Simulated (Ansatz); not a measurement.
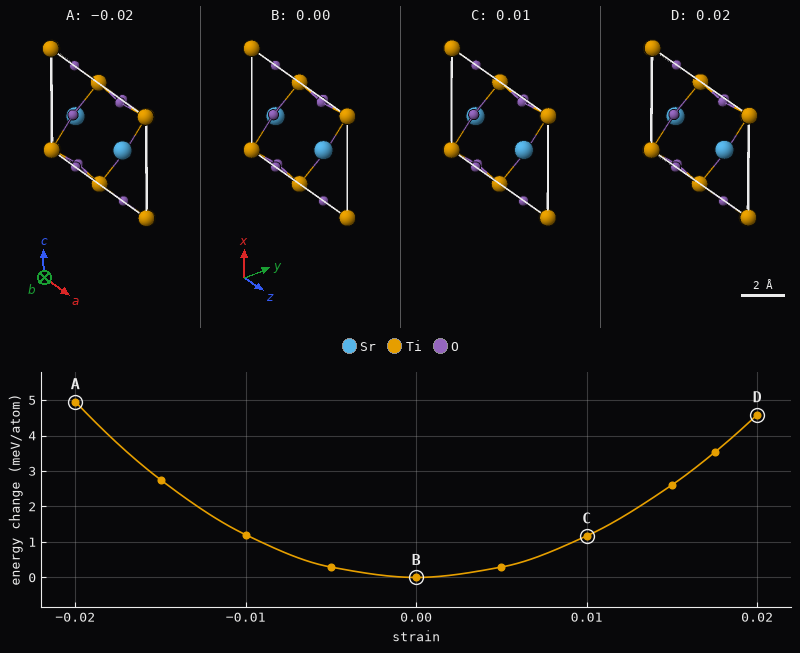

Energy scan for solid SrTiO3 (I4/mcm), in which the cell is strained along y alone, with the atoms kept at their fractional coordinates. x, y and z are the Cartesian axes of the input. The lettered frames are marked on the plot. A ball-and-stick model of the cell of the calculation, seen along the b axis.

Method: DFT PBE, scalar-relativistic, plane waves, PAW (Ansatz). Settings: plane-wave cutoff 420 eV; k-point mesh 8 × 8 × 8; occupations gaussian; smearing width 0.05 eV; no spin polarisation. Energies (free energies at the smearing named) are counted from the relaxed crystal.

Describe the profile.

The lowest computed point lies at the strain 0.00 (0.00 meV/atom). The end points stand at 4.96 meV/atom (−0.02) and 4.59 meV/atom (0.02). The curvature at zero strain, (1/V) d²E/dε², is about 310 GPa; it is C₂₂ with clamped ions. The distortion takes the space group from I4/mcm to Ibam. At the strain −0.02 the cell of the drawing goes a 5.568 → 5.541 Å, b 5.568 → 5.541 Å, c 5.568 → 5.541 Å, α 120.2° → 119.8°, β 120.2° → 121.1°, γ 89.7° → 89.2°.
